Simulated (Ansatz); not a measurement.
# P: what the fields show

The calculation's input:

```
crystal:
  lattice:
    - [2.7321683711, 0.0, 0.0]
    - [-1.3660841855, 2.3661272168, 0.0]
    - [0.0, 0.0, 10.2014173645]
  atoms:
    - { symbol: P, position: [0.0, 1.0, 0.0] }
    - { symbol: P, position: [0.0, 1.0, 0.5] }
    - { symbol: P, position: [0.3333333333, 0.6666666667, 0.25] }
    - { symbol: P, position: [0.6666666667, 0.3333333333, 0.75] }
hamiltonian:
  xc: pbe
  pseudopotentials:
    kind: paw
    azcp:
      P: "pseudopotentials/P.paw.azcp"
basis:
  ecutwfc: 420
  fft_grid_basis: typed
kpoints:
  mp_grid: { grid: [15, 15, 4], shift: [0, 0, 0] }
magnetization:
  spin_polarized: false
scf:
  occupations: { method: fermi_dirac, width: 0.1 }
  lower_state_search: "off"
output:
  stress: true
  write_density: true
  write_potential: true
  elf: true
  volumetric_format: npy
```

Command:

```sh
ansatz run input.yaml --threads 1 --pin off --max-ram 3584MiB --backend cpu --events-out ev --progress --plain --runs-dir out
```

Below, planes, directions and counts refer to the conventional cell (a = 2.73 Å, b = 2.73 Å, c = 10.20 Å, α = 90.00°, β = 90.00°, γ = 120.00°).

Space group P6₃/mmc; set up as P, dhcp; a generated structure, not necessarily the stable one; changed on purpose from its base cell (volume × 1.12); computed pressure about −8 GPa in this cell.

These are results of DFT, PBE, plane waves (420 eV) with PAW, scalar-relativistic in Ansatz, not measurements.

The density is the valence pseudo-density of a PAW calculation; it isn't the true density close to the nuclei.

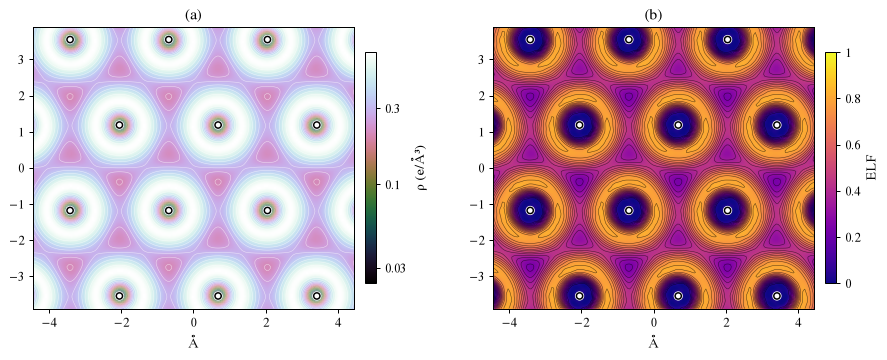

Figure 1. (a) valence charge density (pseudo); (b) ELF on the (001) plane of the conventional cell. Circles mark the nuclei in the plane (P).

Interpret the plot.

Answer.
- The section cuts through P sites.
- P–P (2.73 Å): ρ is about 0.29 e/Å³ halfway; the ELF peaks at about 0.80 in the valence shell of P, 0.8 Å from its nucleus, and drops to about 0.40 between the two atoms.
- Between the atoms the lowest density in this plane is 0.21 e/Å³.

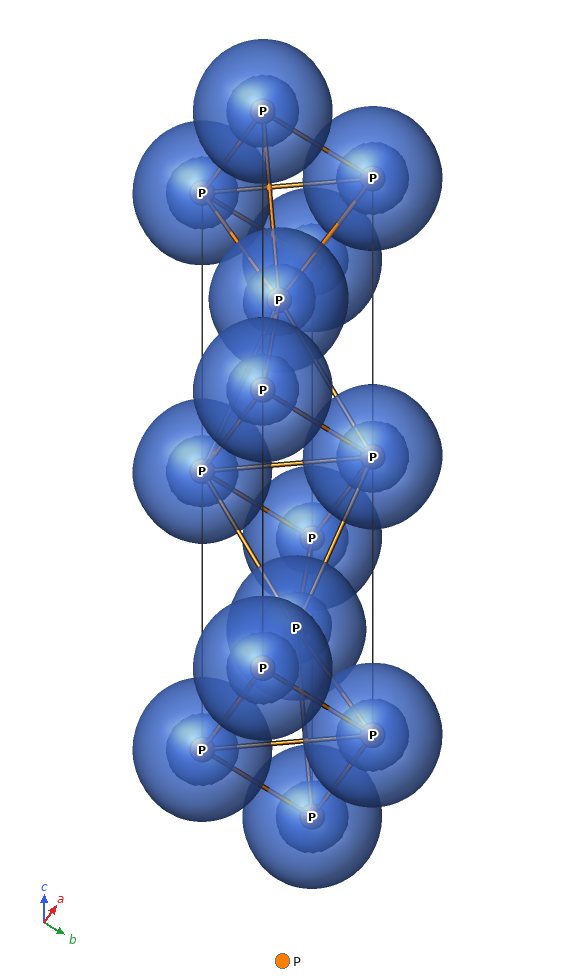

Figure 2. Isosurface of the ELF at 0.6 (blue), seen at an oblique angle. Core shells and regions of very low density are left out. Sticks mark near contacts.

What do the ELF domains correspond to?

Answer. At this value the surface marks out four regions wrapped around P (the valence shell of each), counted in one cell of 4 atoms. Any copies at cell faces, edges or corners count once. Along the contacts the grid gives the following. P–P (3.00 Å): the ELF peaks at about 0.85 in the valence shell of P, 0.8 Å from its nucleus, and drops to about 0.30 between the two atoms.

Metal or insulator at this level of theory?

Answer. It is metallic or semimetallic at this level of theory: no gap opens.
